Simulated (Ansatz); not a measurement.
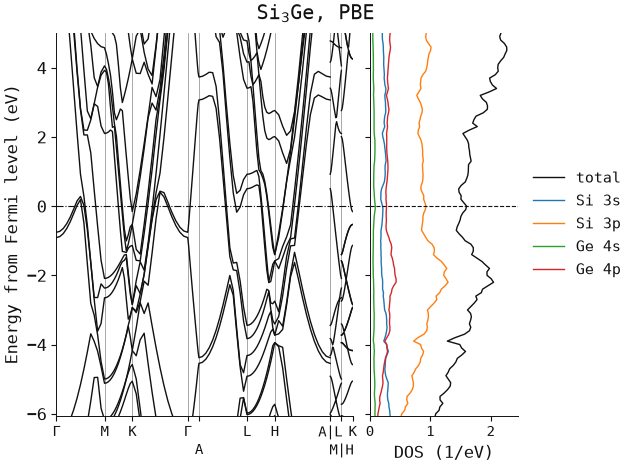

Band structure and density of states. Energies are counted from the Fermi level. The partial curves are projected on Löwdin-orthogonalised atomic shells.

Calculation on Si3Ge, space group P6/mmm (No. 191), 4 atoms in the cell; a = 2.71 Å, b = 2.71 Å, c = 10.11 Å, α = 90.00°, β = 90.00°, γ = 120.00°.

Computed with Ansatz: DFT PBE, scalar-relativistic, plane waves, PAW, no spin polarisation, 21×21×6 k mesh, 420 eV cutoff, Gaussian smearing of 0.1 eV.

Question: Does this material conduct, going by its bands?

Answer: A metal: 8 bands cross the Fermi level along this path.

Question: On which lines of the path do bands cross the Fermi level?

Answer: Bands cross the Fermi level on every line of the path.

Question: Which levels at K lie nearest to the Fermi level?

Answer: At K the nearest levels lie 0.16 eV below and 4.26 eV above the Fermi level.

Question: Which states dominate at the Fermi level?

Answer: By projected weight, the states within 0.3 eV of the Fermi level are Si 3p (60 %), Ge 4p (20 %) and Si 3s (15 %).

The structure is an invented one, so it need not be a known or stable phase.
